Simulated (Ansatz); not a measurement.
Pt: several calculations on one system

### Scan

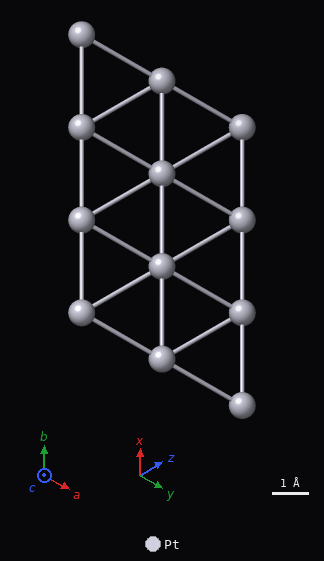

A scan of solid Pt (Im-3m): the cell is strained in shear in the yz plane, with the atoms kept at their fractional coordinates. x, y and z are the Cartesian axes of the input. The picture shows the reference cell. A ball-and-stick model of the cell of the calculation, repeated 2 × 3 × 3 with one cell outlined, seen along the c axis.

All numbers below come from DFT r2SCAN, scalar-relativistic, plane waves, PAW in Ansatz 0.2.0. (plane-wave cutoff 500 eV; k-point mesh 22 × 22 × 22; occupations gaussian; smearing width 0.15 eV; no spin polarisation). Energies (free energies at the smearing named) are counted from the cell as listed in its source, which wasn't relaxed.

Input
```yaml
crystal:
  lattice:
    - [-1.58422, 1.58422, 1.58422]
    - [1.58422, -1.58422, 1.58422]
    - [1.58422, 1.58422, -1.58422]
  atoms:
    - { symbol: Pt, position: [0.0, 0.0, 0.0] }
basis:
  ecutwfc: 500
kpoints:
  mp_grid: { grid: [22, 22, 22] }
hamiltonian:
  xc: r2scan
scf:
  occupations: { method: gaussian, width: 0.15 }
output:
  forces: true
  stress: true
  eigenvalues: true
```

Command:
```bash
ansatz run input.yaml --threads 1 --pin off --max-ram 2560MiB --backend cpu --events-out ev --progress --plain --runs-dir out
```

> Predict the energy profile (the strain: −0.1000, −0.0750, −0.0500, −0.0250, 0.0000, 0.0125, 0.0250, 0.0375, 0.0500, 0.0625, 0.0750, 0.0875, 0.1000).

```tsv
engineering shear strain	energy change (meV/atom)
−0.1000	67.5
−0.0750	38.2
−0.0500	17.1
−0.0250	4.3
0.0000	0.0
0.0125	1.1
0.0250	4.3
0.0375	9.6
0.0500	17.1
0.0625	26.6
0.0750	38.2
0.0875	51.8
0.1000	67.5
```

Points that are alike by symmetry were computed once.

The lowest computed point lies at the strain 0.00 (0.0 meV/atom). At the ends of the scan the energy is 67.5 meV/atom (−0.10) and 67.5 meV/atom (0.10). The unrelaxed reference is under a pressure of −6.5 GPa. The distortion takes the space group from Im-3m to Fmmm. At the strain −0.10 the cell of the drawing goes a 2.744 → 2.653 Å, b 2.744 → 2.836 Å, c 2.744 → 2.836 Å, α 109.5° → 112.1°.

As a plot (hollow markers are points alike by symmetry):

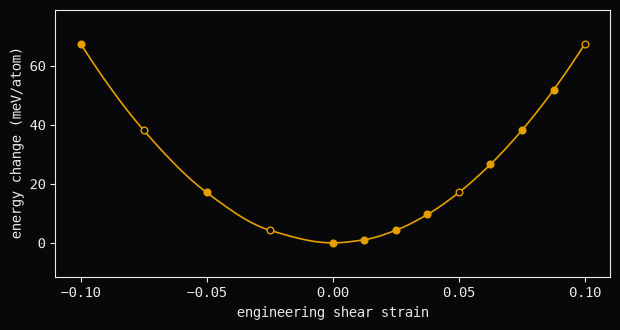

### Scan

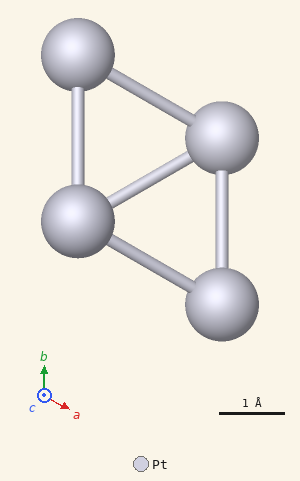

A crystal of Pt (Im-3m): the cell is strained equally along x and y and separately along z, with the atoms kept at their fractional coordinates. x, y and z are the Cartesian axes of the input. The picture shows the reference cell. A ball-and-stick model of the cell of the calculation, seen along the c axis.

These are results of DFT r2SCAN, scalar-relativistic, plane waves, PAW in Ansatz, not measurements. Set-up: plane-wave cutoff 500 eV; k-point mesh 22 × 22 × 22; occupations gaussian; smearing width 0.15 eV; no spin polarisation. Energies (free energies at the smearing named) are counted from the cell as listed in its source, which wasn't relaxed.

```xyz
1
Lattice="-1.5842 1.5842 1.5842 1.5842 -1.5842 1.5842 1.5842 1.5842 -1.5842" Properties=species:S:1:pos:R:3 pbc="T T T"
Pt    0.0000    0.0000    0.0000
```

Give the energy at each point on a grid with rows −0.030, −0.015, 0.000, 0.015, 0.030 and columns −0.030, −0.015, 0.000, 0.015, 0.030 (strain along x and y; strain along z).

Rows: strain along x and y; columns: strain along z; values in meV/atom.

```tsv
	−0.030	−0.015	0.000	0.015	0.030
−0.030	46.9	22.2	3.2	−10.3	−18.6
−0.015	5.1	−4.5	−9.4	−9.7	−5.7
0.000	−11.7	−7.8	0.0	11.5	26.4
0.015	−6.9	9.2	28.3	50.3	75.1
0.030	16.9	43.6	72.9	104.3	137.8
```

In pairs of (strain along x and y; strain along z): the lowest computed point lies at (−0.030, 0.030) (−18.6 meV/atom), the highest at (0.030, 0.030) (137.8 meV/atom). It lies on the edge of the grid, so the true minimum may be outside the range scanned. The pressure runs from −21.8 GPa at (0.030, 0.030) to 19.8 GPa at (−0.030, −0.030).

As a map, interpolated between the computed points (dots):

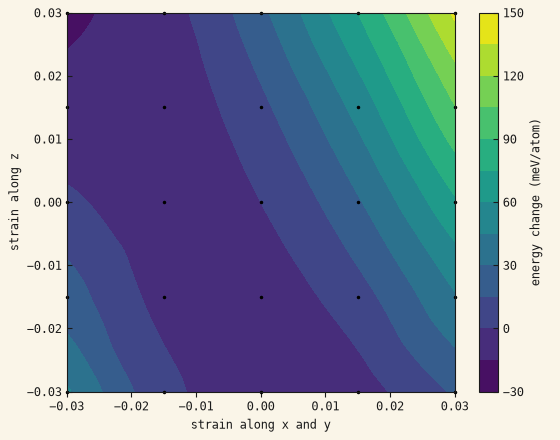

### Energy map

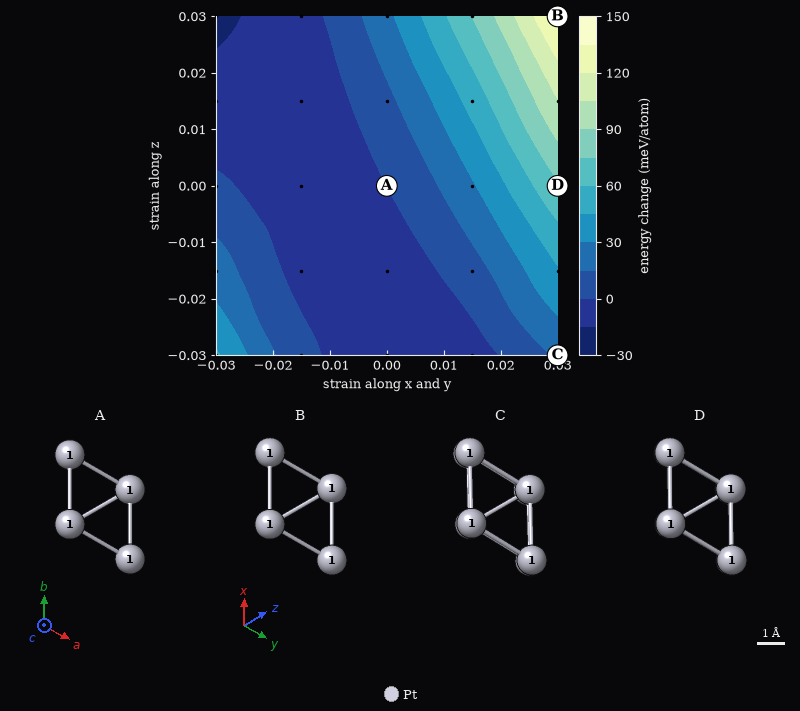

A scan of a crystal of Pt (Im-3m): the cell is strained equally along x and y and separately along z, with the atoms kept at their fractional coordinates. x, y and z are the Cartesian axes of the input. The map is interpolated between the computed points (dots). The lettered frames are marked on it. A ball-and-stick model of the cell of the calculation, seen along the c axis.

Computed with DFT r2SCAN, scalar-relativistic, plane waves, PAW (Ansatz). (plane-wave cutoff 500 eV; k-point mesh 22 × 22 × 22; occupations gaussian; smearing width 0.15 eV; no spin polarisation). Energies (free energies at the smearing named) are counted from the cell as listed in its source, which wasn't relaxed.

What does the map show?

Answer. In pairs of (strain along x and y; strain along z): the lowest computed point lies at (−0.030, 0.030) (−18.6 meV/atom), the highest at (0.030, 0.030) (137.8 meV/atom). It lies on the edge of the grid, so the true minimum may be outside the range scanned. The pressure runs from −21.8 GPa at (0.030, 0.030) to 19.8 GPa at (−0.030, −0.030). The frames lie at A (0.000, 0.000): 0.0 meV/atom, B (0.030, 0.030): 137.8 meV/atom, C (0.030, −0.030): 16.9 meV/atom, D (0.030, 0.000): 72.9 meV/atom.

The computed points:

Rows: strain along x and y; columns: strain along z; values in meV/atom.

|  | −0.030 | −0.015 | 0.000 | 0.015 | 0.030 |
| --- | --- | --- | --- | --- | --- |
| −0.030 | 46.9 | 22.2 | 3.2 | −10.3 | −18.6 |
| −0.015 | 5.1 | −4.5 | −9.4 | −9.7 | −5.7 |
| 0.000 | −11.7 | −7.8 | 0.0 | 11.5 | 26.4 |
| 0.015 | −6.9 | 9.2 | 28.3 | 50.3 | 75.1 |
| 0.030 | 16.9 | 43.6 | 72.9 | 104.3 | 137.8 |
